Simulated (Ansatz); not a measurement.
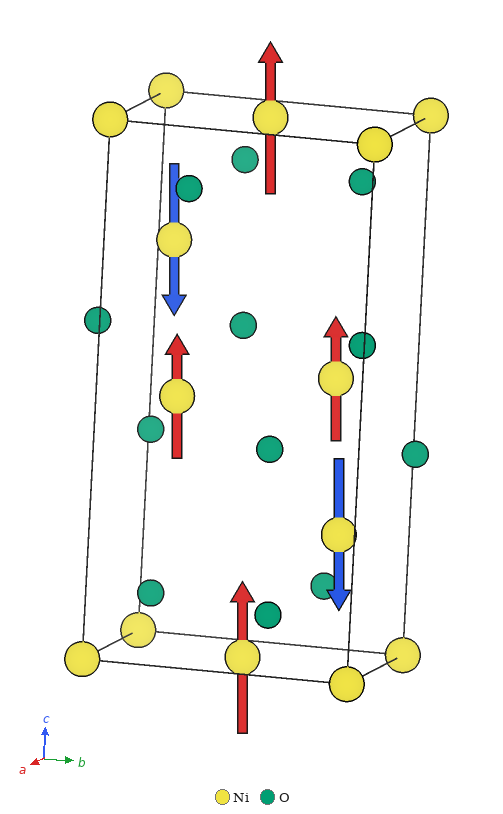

This spheres-only model is shown slightly off an axis. One cell (the run's own, in a reduced setting) is framed, with atoms on its boundary repeated. Arrows are the site magnetic moments above 0.25 μB (those induced on non-metal atoms are left out); longer means larger, and red and blue are up and down (without spin-orbit coupling the axis itself is arbitrary).

This is the state reached for Ni3O4. The calculation: DFT PBEsol, scalar-relativistic, plane waves, PAW in Ansatz 0.2.0, with a cutoff energy of 420 eV, k-points about 0.19 Å⁻¹ apart, Gaussian smearing of 0.1 eV, collinear spins.

How are the moments ordered?

Antiferromagnetic (within this cell). Site moments: 3 Ni +0.6 to +1.2 μB and 2 Ni −1.2 μB. The net spin moment of the whole cell is 0.0 μB.

It goes back to a structure listed in the Materials Project. The picture shows the end point of a geometry optimisation with DFT PBEsol, scalar-relativistic, plane waves, PAW in Ansatz.
